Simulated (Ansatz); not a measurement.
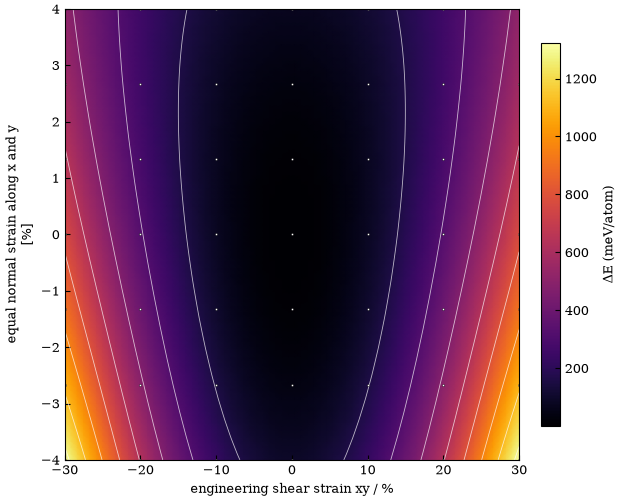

Rh (Fm-3m, No. 225; 1 atom in the cell). The energy is mapped over two homogeneous strains (x, y and z along the cube axes). Coordinates scanned: (1) engineering shear strain xy; (2) equal normal strain along x and y. Nothing is relaxed (symmetry fixes all fractional coordinates). The scan uses a 7 × 7 grid; 28 points were computed and 21 follow by symmetry. Points are written as (first, second). All energies are given in meV/atom relative to the lowest grid point. These are results of Ansatz 0.2.0, DFT PBE, scalar-relativistic, plane waves, PAW, not measurements. Settings: cutoff 420 eV, k-mesh 20×20×20, gaussian smearing 0.15 eV, no spin polarisation.

Drawn: a smooth colour map with a few white contour lines, dots at the grid points. Between grid points the surface is interpolated.

The lowest grid point is at (0 %, 0.00 %). It is the only kind of minimum in the scanned range. The highest grid point, (−30 %, −4.00 %), lies 1324 meV/atom above the lowest.

The level of theory is changed to DFT LDA, scalar-relativistic, plane waves, PAW in Ansatz; with it change the cell, relaxed at the new level (first cell vector 2.655 Å, before 2.708 Å).

### What will the new map look like?

The lowest place stays at (0 %, 0.00 %). The span from the lowest to the highest grid point grows from 1324 to 1492 meV/atom. The curvature at the minimum changes from about 188 to 230 GPa along engineering shear strain xy and from about 1200 to 1500 GPa along the second coordinate.

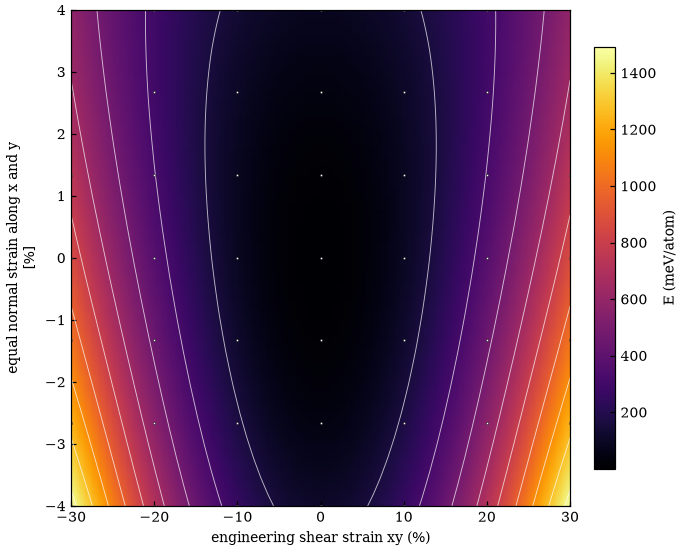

The map after the change, on a colour scale of its own. The picture shows a smooth colour map with a few white contour lines, dots at the grid points. Between grid points the surface is interpolated.

PAW datasets: the set soft_1.
